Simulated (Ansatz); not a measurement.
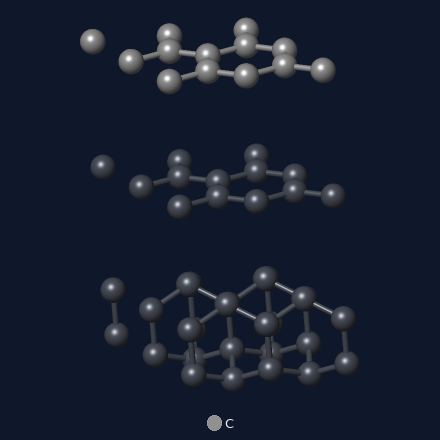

The system is Cl on a C(001) slab cut from the P6_3/mmc phase, its upper half relaxed before the scan (32 atoms of substrate and one adsorbate in a 2 × 2 cell); the picture shows it without the atoms that are moved over the map. Cl is moved over the surface cell; relaxed at each place: the height of the adsorbate's atoms; substrate rigid; the origin of the map has the adsorbate above C25. Places are given modulo a cell vector. The map is drawn in real space over the plane of the surface. The scan uses a 6 × 6 grid; 10 points were computed and 26 follow by symmetry. Places are given in fractions of the 1 × 1 surface cell. Energies are in meV, from the lowest grid point. The calculation used DFT PBE, scalar-relativistic, plane waves, PAW (Ansatz 0.2.0). Settings: cutoff 420 eV, k-mesh 6×6×1, gaussian smearing 0.05 eV, spin-polarised.

Range: position of Cl33 along the first surface vector from 0.000 to 0.833; position of Cl33 along the second surface vector from 0.000 to 0.833.

Predict the map.

Answer. The lowest grid point is at the top site over a surface C atom, (0/6, 0/6) of the cell vectors. The same energy is found at the top site over a surface C atom, (4/6, 2/6) of the cell vectors. The highest grid point, (1/6, 3/6) of the cell vectors [nearest 2 C at 3.36 Å], lies 31.8 meV above the lowest. At the lowest point the adsorbate has 1 C at 2.72 Å as nearest neighbours, at the highest 2 C at 3.36 Å. Its relaxed height above the top atom is 2.72 Å at the lowest and 3.17 Å at the highest point.

```tsv
second ↓, first →	0/6	1/6	2/6	3/6	4/6	5/6
5/6	10.6	29.6	31.8	31.8	29.6	10.6
4/6	27.8	31.8	28.2	31.8	27.8	15.5
3/6	29.5	31.8	31.8	29.5	10.8	10.8
2/6	27.8	29.6	27.8	10.8	0.3	10.8
1/6	10.6	10.6	15.5	10.8	10.8	15.5
0/6	0.0	10.6	27.8	29.5	27.8	10.6
```

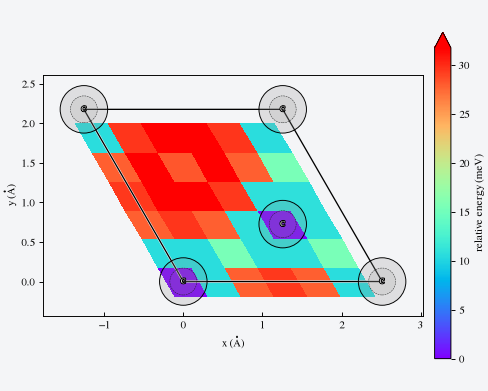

The picture shows one coloured cell a grid point, labelled circles for the atoms of the top layer and small ones for the second layer, the outline of one cell of the plane, one colour for all values above the top of the scale.

Time for the 10 points that were run: 66 min on 4 threads of AMD EPYC 7R43 64-Core Processor (Zen 3), with other jobs on the host.

PAW datasets: the set soft_1.
